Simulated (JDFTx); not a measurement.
## CuAu: geometry relaxation (part 2 of 3)

CuAu (P4/mmm, 2 atoms in the cell); Kohn-Sham DFT of a periodic cell, PBE, SG15-PBE-1.2, no spin polarisation (JDFTx 1.7.0 (patched build)); cutoff 1360.57 eV, 4×4×4 k-mesh, fermi-dirac of 0.05 eV. The structure derives from an entry of the Crystallography Open Database.

Geometry of the input (Å; fractional positions):
```
2.8107  0.0000  0.0000
0.0000  2.8107  0.0000
0.0000  0.0000  3.6850
Au 0.0000  0.0000  0.0000
Cu 0.5000  0.5000  0.5000
```

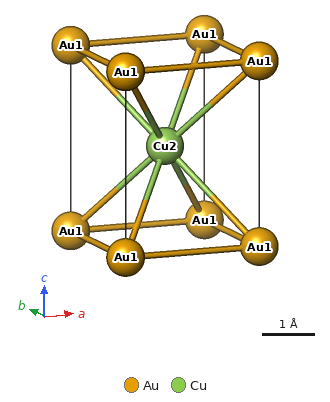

Fig. 1: The input geometry (ball-and-stick view of the cell of the calculation, seen slightly off an axis; atoms are numbered from 1 in the order of the input). An atom can appear more than once, as a periodic image.

## Output, continued
```
-------- Electronic minimization -----------
Will mix electronic density at each iteration.
	FillingsUpdate:  mu: +0.701253616  nElectrons: 38.000000
	FillingsUpdate:  mu: +0.662515446  nElectrons: 38.000000
SCF: Cycle:  0   F: -319.935429300042529   dF: +5.827e-03   |Residual|: 2.360e-01   |deigs|: 1.083e-03
	FillingsUpdate:  mu: +0.681741691  nElectrons: 38.000000
SCF: Cycle:  1   F: -319.957025510113453   dF: -2.160e-02   |Residual|: 9.985e-02   |deigs|: 4.742e-02
	FillingsUpdate:  mu: +0.681768636  nElectrons: 38.000000
SCF: Cycle:  2   F: -319.967677359600202   dF: -1.065e-02   |Residual|: 5.297e-02   |deigs|: 2.034e-02
	FillingsUpdate:  mu: +0.679926717  nElectrons: 38.000000
SCF: Cycle:  3   F: -319.971475244815963   dF: -3.798e-03   |Residual|: 9.916e-03   |deigs|: 7.830e-03
	FillingsUpdate:  mu: +0.679345318  nElectrons: 38.000000
SCF: Cycle:  4   F: -319.971479004533705   dF: -3.760e-06   |Residual|: 3.151e-03   |deigs|: 4.120e-04
	FillingsUpdate:  mu: +0.679437048  nElectrons: 38.000000
SCF: Cycle:  5   F: -319.971491305722054   dF: -1.230e-05   |Residual|: 4.464e-04   |deigs|: 5.349e-04
	FillingsUpdate:  mu: +0.679429330  nElectrons: 38.000000
SCF: Cycle:  6   F: -319.971491709268264   dF: -4.035e-07   |Residual|: 1.084e-04   |deigs|: 3.242e-05
	FillingsUpdate:  mu: +0.679424645  nElectrons: 38.000000
SCF: Cycle:  7   F: -319.971491786065485   dF: -7.680e-08   |Residual|: 5.979e-05   |deigs|: 8.543e-06
	FillingsUpdate:  mu: +0.679422926  nElectrons: 38.000000
SCF: Cycle:  8   F: -319.971491809162956   dF: -2.310e-08   |Residual|: 2.385e-05   |deigs|: 5.650e-06
	FillingsUpdate:  mu: +0.679424923  nElectrons: 38.000000
SCF: Cycle:  9   F: -319.971491816733931   dF: -7.571e-09   |Residual|: 8.169e-06   |deigs|: 3.027e-06
	FillingsUpdate:  mu: +0.679424804  nElectrons: 38.000000
SCF: Cycle: 10   F: -319.971491819891583   dF: -3.158e-09   |Residual|: 6.041e-06   |deigs|: 6.230e-07
	FillingsUpdate:  mu: +0.679424857  nElectrons: 38.000000
SCF: Cycle: 11   F: -319.971491820579899   dF: -6.883e-10   |Residual|: 1.932e-06   |deigs|: 1.170e-06
	FillingsUpdate:  mu: +0.679424864  nElectrons: 38.000000
SCF: Cycle: 12   F: -319.971491820822450   dF: -2.426e-10   |Residual|: 2.320e-06   |deigs|: 1.069e-07
SCF: Converged (|Delta E|<1.000000e-09 for 2 iters).

Setting wave functions to eigenvectors of Hamiltonian
# Lattice vectors:
R =
[      5.38493            0            0  ]
[            0      5.38493            0  ]
[            0            0      6.98469  ]
unit cell volume = 202.538

# Strain tensor in Cartesian coordinates:
[    0.0138152            0            0  ]
[            0    0.0138152            0  ]
[            0            0    0.0030222  ]

# Stress tensor in Cartesian coordinates [Eh/a0^3]:
[ -4.41514e-05            0            0  ]
[            0 -4.41514e-05            0  ]
[            0            0  6.78302e-05  ]

# Ionic positions in lattice coordinates:
ion Au   0.000000000000000   0.000000000000000   0.000000000000000 1
ion Cu   0.500000000000000   0.500000000000000   0.500000000000000 1

# Forces in Cartesian coordinates:
force Au  -0.000000000000000   0.000000000000000   0.000000000000000 1
force Cu  -0.000000000000000  -0.000000000000000   0.000000000000000 1

# Energy components:
   Eewald =     -223.6802986416284682
       EH =       84.4561202642721440
     Eloc =     -215.2248944576233782
      Enl =      -60.9184168696920452
      Exc =      -30.1260046314883958
       KE =      125.5221684554026211
-------------------------------------
     Etot =     -319.9713258807575471
       TS =        0.0001659400648897
-------------------------------------
        F =     -319.9714918208224503

LatticeMinimize: Iter:   2  F: -319.971491820822450  |grad|_K:  3.212e-03  alpha:  1.000e+00  linmin: -5.863e-01

-------- Electronic minimization -----------
Will mix electronic density at each iteration.
	FillingsUpdate:  mu: +0.679424864  nElectrons: 38.000000
	FillingsUpdate:  mu: +0.677898839  nElectrons: 38.000000
SCF: Cycle:  0   F: -319.971121542507660   dF: -6.405e-03   |Residual|: 4.854e-02   |deigs|: 2.045e-04
	FillingsUpdate:  mu: +0.677538471  nElectrons: 38.000000
SCF: Cycle:  1   F: -319.971465217791774   dF: -3.437e-04   |Residual|: 2.086e-02   |deigs|: 3.500e-03
	FillingsUpdate:  mu: +0.677432556  nElectrons: 38.000000
[... 8 further cycles ...]
SCF: Cycle: 10   F: -319.971597914227743   dF: -4.042e-10   |Residual|: 6.128e-06   |deigs|: 1.138e-06
	FillingsUpdate:  mu: +0.676890387  nElectrons: 38.000000
SCF: Cycle: 11   F: -319.971597914385882   dF: -1.581e-10   |Residual|: 4.008e-06   |deigs|: 5.041e-07
SCF: Converged (|Delta E|<1.000000e-09 for 2 iters).

Setting wave functions to eigenvectors of Hamiltonian
# Lattice vectors:
R =
[      5.40067            0            0  ]
[            0      5.40067            0  ]
[            0            0      6.95252  ]
unit cell volume = 202.786

# Strain tensor in Cartesian coordinates:
[    0.0167796            0            0  ]
[            0    0.0167796            0  ]
[            0            0  -0.00159734  ]

# Stress tensor in Cartesian coordinates [Eh/a0^3]:
[ -3.07972e-05            0            0  ]
[            0 -3.07972e-05            0  ]
[            0            0  6.37355e-05  ]

# Ionic positions in lattice coordinates:
ion Au   0.000000000000000   0.000000000000000   0.000000000000000 1
ion Cu   0.500000000000000   0.500000000000000   0.500000000000000 1

# Forces in Cartesian coordinates:
force Au  -0.000000000000000   0.000000000000000   0.000000000000000 1
force Cu  -0.000000000000000   0.000000000000000   0.000000000000000 1

# Energy components:
   Eewald =     -223.5876206064215808
       EH =       84.5106862881217893
     Eloc =     -215.3710315286368484
      Enl =      -60.9182813282554179
      Exc =      -30.1250472326702123
       KE =      125.5198535849731343
-------------------------------------
     Etot =     -319.9714408228891784
       TS =        0.0001570914966792
-------------------------------------
        F =     -319.9715979143858817

LatticeMinimize: Iter:   3  F: -319.971597914385882  |grad|_K:  2.693e-03  alpha:  1.000e+00  linmin: -9.913e-01

-------- Electronic minimization -----------
Will mix electronic density at each iteration.
	FillingsUpdate:  mu: +0.676890387  nElectrons: 38.000000
	FillingsUpdate:  mu: +0.683432771  nElectrons: 38.000000
SCF: Cycle:  0   F: -319.968108864206044   dF: -6.917e-02   |Residual|: 1.540e-01   |deigs|: 2.183e-03
	FillingsUpdate:  mu: +0.676994645  nElectrons: 38.000000
SCF: Cycle:  1   F: -319.971074758263455   dF: -2.966e-03   |Residual|: 6.374e-02   |deigs|: 6.260e-03
	FillingsUpdate:  mu: +0.673971361  nElectrons: 38.000000
[... 8 further cycles ...]
SCF: Cycle: 10   F: -319.971812035572214   dF: -7.891e-10   |Residual|: 3.586e-05   |deigs|: 2.506e-06
	FillingsUpdate:  mu: +0.674202472  nElectrons: 38.000000
SCF: Cycle: 11   F: -319.971812035977393   dF: -4.052e-10   |Residual|: 5.017e-06   |deigs|: 1.357e-06
SCF: Converged (|Delta E|<1.000000e-09 for 2 iters).

Setting wave functions to eigenvectors of Hamiltonian
# Lattice vectors:
R =
[      5.44118            0            0  ]
[            0      5.44118            0  ]
[            0            0      6.83464  ]
unit cell volume = 202.349

# Strain tensor in Cartesian coordinates:
[    0.0244061            0            0  ]
[            0    0.0244061            0  ]
[            0            0   -0.0185252  ]

# Stress tensor in Cartesian coordinates [Eh/a0^3]:
[ -1.74105e-05            0            0  ]
[            0 -1.74105e-05            0  ]
[            0            0  1.85368e-05  ]

# Ionic positions in lattice coordinates:
ion Au   0.000000000000000   0.000000000000000   0.000000000000000 1
ion Cu   0.500000000000000   0.500000000000000   0.500000000000000 1

# Forces in Cartesian coordinates:
force Au  -0.000000000000000   0.000000000000000   0.000000000000000 1
force Cu   0.000000000000000   0.000000000000000   0.000000000000000 1

# Energy components:
   Eewald =     -223.7442470853379746
       EH =       84.4133580186959449
     Eloc =     -215.1173188950434394
      Enl =      -60.9153037155215458
      Exc =      -30.1254965145254232
       KE =      125.5173625285450072
-------------------------------------
     Etot =     -319.9716456631874735
       TS =        0.0001663727899013
-------------------------------------
        F =     -319.9718120359773934

LatticeMinimize: Iter:   4  F: -319.971812035977393  |grad|_K:  1.073e-03  alpha:  1.000e+00  linmin: -9.336e-01

-------- Electronic minimization -----------
Will mix electronic density at each iteration.
	FillingsUpdate:  mu: +0.674202472  nElectrons: 38.000000
	FillingsUpdate:  mu: +0.666715161  nElectrons: 38.000000
SCF: Cycle:  0   F: -319.968792097982373   dF: -2.010e-02   |Residual|: 9.906e-02   |deigs|: 7.009e-04
	FillingsUpdate:  mu: +0.668770731  nElectrons: 38.000000
SCF: Cycle:  1   F: -319.970853090902438   dF: -2.061e-03   |Residual|: 4.240e-02   |deigs|: 1.185e-02
	FillingsUpdate:  mu: +0.668974885  nElectrons: 38.000000
[... 8 further cycles ...]
SCF: Cycle: 10   F: -319.971866216839715   dF: -6.592e-10   |Residual|: 1.635e-06   |deigs|: 5.734e-07
	FillingsUpdate:  mu: +0.667972034  nElectrons: 38.000000
SCF: Cycle: 11   F: -319.971866217068850   dF: -2.291e-10   |Residual|: 2.276e-06   |deigs|: 1.485e-07
SCF: Converged (|Delta E|<1.000000e-09 for 2 iters).

Setting wave functions to eigenvectors of Hamiltonian
LatticeMinimize: 	Wolfe criterion not satisfied: alpha: 1  (E-E0)/|gdotd0|: -0.761105  gdotd/gdotd0: 1.04749 (taking cubic step)

-------- Electronic minimization -----------
Will mix electronic density at each iteration.
	FillingsUpdate:  mu: +0.667972034  nElectrons: 38.000000
	FillingsUpdate:  mu: +0.655053165  nElectrons: 38.000000
SCF: Cycle:  0   F: -319.960710808086048   dF: -8.130e-02   |Residual|: 1.951e-01   |deigs|: 2.757e-03
	FillingsUpdate:  mu: +0.660966899  nElectrons: 38.000000
SCF: Cycle:  1   F: -319.968894582432711   dF: -8.184e-03   |Residual|: 8.144e-02   |deigs|: 2.313e-02
	FillingsUpdate:  mu: +0.660835680  nElectrons: 38.000000
[... 9 further cycles ...]
SCF: Cycle: 11   F: -319.972379053781310   dF: -8.027e-10   |Residual|: 4.949e-06   |deigs|: 2.514e-03
	FillingsUpdate:  mu: +0.658646492  nElectrons: 38.000000
SCF: Cycle: 12   F: -319.972379054055182   dF: -2.739e-10   |Residual|: 5.325e-06   |deigs|: 2.581e-04
SCF: Converged (|Delta E|<1.000000e-09 for 2 iters).

Setting wave functions to eigenvectors of Hamiltonian
LatticeMinimize: 	Wolfe criterion not satisfied: alpha: 3  (E-E0)/|gdotd0|: -7.96515  gdotd/gdotd0: 4.72364 (taking cubic step)

-------- Electronic minimization -----------
Will mix electronic density at each iteration.
	FillingsUpdate:  mu: +0.658646492  nElectrons: 38.000000
	FillingsUpdate:  mu: +0.643995065  nElectrons: 38.000000
SCF: Cycle:  0   F: -319.961536144433467   dF: -7.711e-02   |Residual|: 1.931e-01   |deigs|: 2.637e-03
	FillingsUpdate:  mu: +0.652482734  nElectrons: 38.000000
SCF: Cycle:  1   F: -319.969230577071926   dF: -7.694e-03   |Residual|: 8.205e-02   |deigs|: 2.281e-02
	FillingsUpdate:  mu: +0.648162851  nElectrons: 38.000000
[... 9 further cycles ...]
SCF: Cycle: 11   F: -319.972960138859321   dF: -7.579e-10   |Residual|: 3.574e-06   |deigs|: 2.109e-07
	FillingsUpdate:  mu: +0.648805513  nElectrons: 38.000000
SCF: Cycle: 12   F: -319.972960139147403   dF: -2.881e-10   |Residual|: 1.946e-06   |deigs|: 3.874e-07
SCF: Converged (|Delta E|<1.000000e-09 for 2 iters).

Setting wave functions to eigenvectors of Hamiltonian
LatticeMinimize: 	Wolfe criterion not satisfied: alpha: 4.95668  (E-E0)/|gdotd0|: -16.1279  gdotd/gdotd0: 3.45272 (taking cubic step)

-------- Electronic minimization -----------
Will mix electronic density at each iteration.
	FillingsUpdate:  mu: +0.648805513  nElectrons: 38.000000
	FillingsUpdate:  mu: +0.628291938  nElectrons: 38.000000
SCF: Cycle:  0   F: -319.951145819606779   dF: -1.502e-01   |Residual|: 2.691e-01   |deigs|: 5.129e-03
	FillingsUpdate:  mu: +0.643744154  nElectrons: 38.000000
SCF: Cycle:  1   F: -319.966992645219818   dF: -1.585e-02   |Residual|: 1.140e-01   |deigs|: 3.182e-02
	FillingsUpdate:  mu: +0.634389781  nElectrons: 38.000000
[... 10 further cycles ...]
SCF: Cycle: 12   F: -319.973378324972884   dF: -8.704e-10   |Residual|: 2.694e-06   |deigs|: 9.402e-07
	FillingsUpdate:  mu: +0.639245876  nElectrons: 38.000000
SCF: Cycle: 13   F: -319.973378325215833   dF: -2.429e-10   |Residual|: 2.890e-06   |deigs|: 6.837e-07
SCF: Converged (|Delta E|<1.000000e-09 for 2 iters).

Setting wave functions to eigenvectors of Hamiltonian
# Lattice vectors:
R =
[      5.70495            0            0  ]
[            0      5.70495            0  ]
[            0            0      6.45679  ]
unit cell volume = 210.146

# Strain tensor in Cartesian coordinates:
[    0.0740655            0            0  ]
[            0    0.0740655            0  ]
[            0            0   -0.0727852  ]

# Stress tensor in Cartesian coordinates [Eh/a0^3]:
[  0.000124021            0            0  ]
[            0  0.000124021            0  ]
[            0            0  0.000237434  ]

# Ionic positions in lattice coordinates:
ion Au   0.000000000000000   0.000000000000000   0.000000000000000 1
ion Cu   0.500000000000000   0.500000000000000   0.500000000000000 1

# Forces in Cartesian coordinates:
force Au   0.000000000000000  -0.000000000000000   0.000000000000000 1
force Cu  -0.000000000000000   0.000000000000000   0.000000000000000 1

# Energy components:
   Eewald =     -220.9475872941728767
       EH =       86.0957310069725850
     Eloc =     -219.5838573269588778
      Enl =      -60.9285665923879876
      Exc =      -30.1055575764944088
       KE =      125.4965911065070401
-------------------------------------
     Etot =     -319.9732466765345293
       TS =        0.0001316486813128
-------------------------------------
        F =     -319.9733783252158332

LatticeMinimize: Iter:   5  F: -319.973378325215833  |grad|_K:  1.067e-02  alpha:  7.689e+00  linmin: -6.087e-02

-------- Electronic minimization -----------
Will mix electronic density at each iteration.
	FillingsUpdate:  mu: +0.639245876  nElectrons: 38.000000
	FillingsUpdate:  mu: +0.646175722  nElectrons: 38.000000
SCF: Cycle:  0   F: -319.971795255594600   dF: -1.694e-02   |Residual|: 8.568e-02   |deigs|: 5.733e-04
	FillingsUpdate:  mu: +0.640979511  nElectrons: 38.000000
SCF: Cycle:  1   F: -319.973191890453165   dF: -1.397e-03   |Residual|: 3.509e-02   |deigs|: 8.362e-03
	FillingsUpdate:  mu: +0.644697562  nElectrons: 38.000000
[... 8 further cycles ...]
SCF: Cycle: 10   F: -319.973673781338107   dF: -4.621e-10   |Residual|: 1.371e-05   |deigs|: 9.777e-05
	FillingsUpdate:  mu: +0.643502081  nElectrons: 38.000000
SCF: Cycle: 11   F: -319.973673781541265   dF: -2.032e-10   |Residual|: 4.027e-06   |deigs|: 1.635e-05
SCF: Converged (|Delta E|<1.000000e-09 for 2 iters).

Setting wave functions to eigenvectors of Hamiltonian
# Lattice vectors:
R =
[      5.72134            0            0  ]
[            0      5.72134            0  ]
[            0            0      6.39624  ]
unit cell volume = 209.373

# Strain tensor in Cartesian coordinates:
[    0.0771517            0            0  ]
[            0    0.0771517            0  ]
[            0            0   -0.0814808  ]

# Stress tensor in Cartesian coordinates [Eh/a0^3]:
[   0.00011875            0            0  ]
[            0   0.00011875            0  ]
[            0            0  0.000209515  ]

# Ionic positions in lattice coordinates:
ion Au   0.000000000000000   0.000000000000000   0.000000000000000 1
ion Cu   0.500000000000000   0.500000000000000   0.500000000000000 1

# Forces in Cartesian coordinates:
force Au   0.000000000000000  -0.000000000000000   0.000000000000000 1
force Cu   0.000000000000000  -0.000000000000000   0.000000000000000 1

# Energy components:
   Eewald =     -221.2220307681710381
       EH =       85.9248345863323664
     Eloc =     -219.1399047278231080
      Enl =      -60.9260350787800959
      Exc =      -30.1071265580159952
       KE =      125.4967253936617055
-------------------------------------
     Etot =     -319.9735371527962116
       TS =        0.0001366287450683
-------------------------------------
        F =     -319.9736737815412653

LatticeMinimize: Iter:   6  F: -319.973673781541265  |grad|_K:  9.671e-03  alpha:  1.000e+00  linmin: -4.673e-01
```
